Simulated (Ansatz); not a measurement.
System: ZnS.

Input file:

```
crystal:
  lattice:
    - [0.0, -2.70465, -2.70465]
    - [0.0, 2.70465, -2.70465]
    - [5.4093, 0.0, 0.0]
  atoms:
    - { symbol: Zn, position: [0.4215676578, 0.5, 0.5] }
    - { symbol: Zn, position: [0.0784323422, 0.0, 0.0] }
    - { symbol: S, position: [-0.0497650668, 0.5, 0.25] }
    - { symbol: S, position: [0.5497650668, 0.0, 0.75] }
basis:
  ecutwfc: 420
kpoints:
  mp_grid: { grid: [8, 8, 6] }
hamiltonian:
  xc: pbe
scf:
  occupations: { method: gaussian, width: 0.05 }
output:
  forces: true
  stress: true
  eigenvalues: true
  write_density: true
  write_potential: true
  elf: true
  volumetric_format: npy
```

Launched as:

```sh
ansatz run input.yaml --threads 2 --pin off --max-ram 5120MiB --backend cpu --events-out ev --progress --plain --runs-dir out
```

Below, planes, directions and counts refer to the conventional cell (a = 3.82 Å, b = 3.82 Å, c = 5.41 Å, α = 90.00°, β = 90.00°, γ = 90.00°).

Space group Pmn2₁; not relaxed (largest force 0.7 eV/Å).

Level of theory: Ansatz, DFT PBE, scalar-relativistic, plane waves, PAW.

What will maps of the valence pseudo-density and electron localisation function show?

Answer. Zn–S (2.25 Å): the density is about 0.6 e/Å³ at the midpoint; the ELF peaks at about 0.90 in the valence shell of S, 0.8 Å from its nucleus, and is about 0.60 at the midpoint.

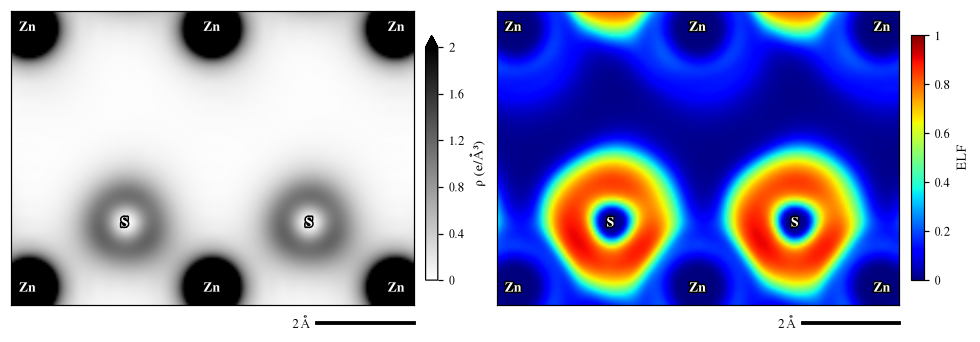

Computed valence pseudo-density and electron localisation function on the (100) plane of the conventional cell, in this order. 
